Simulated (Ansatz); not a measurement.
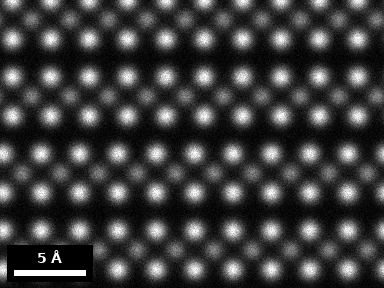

HAADF-like image of Ge (Cmmm, No. 65) along [010]. Simulated incoherent Z contrast: every atom adds Z^1.8 spread by a probe of 1.04 Å full width; channelling and multiple scattering are left out. The probe carries 25 % of its weight in a tail 2.5 times as wide. Shot noise was added.

One planar defect was built into the perfect crystal by geometry alone, without relaxation. Host structure: the end point of a relaxation with Ansatz 0.2.0, DFT PBE, scalar-relativistic, plane waves, PAW; the starting structure was generated, so it need not be a known form of this composition.

> Find the planar defect and say what kind it is.

A planar fault (a stacking fault) runs horizontally about 9 Å below the top edge. The part above it is shifted along the boundary by 1/4 of the 2.70 Å repeat of the rows (0.7 Å to the right, the same as 2.0 Å to the left); both parts keep the same orientation.
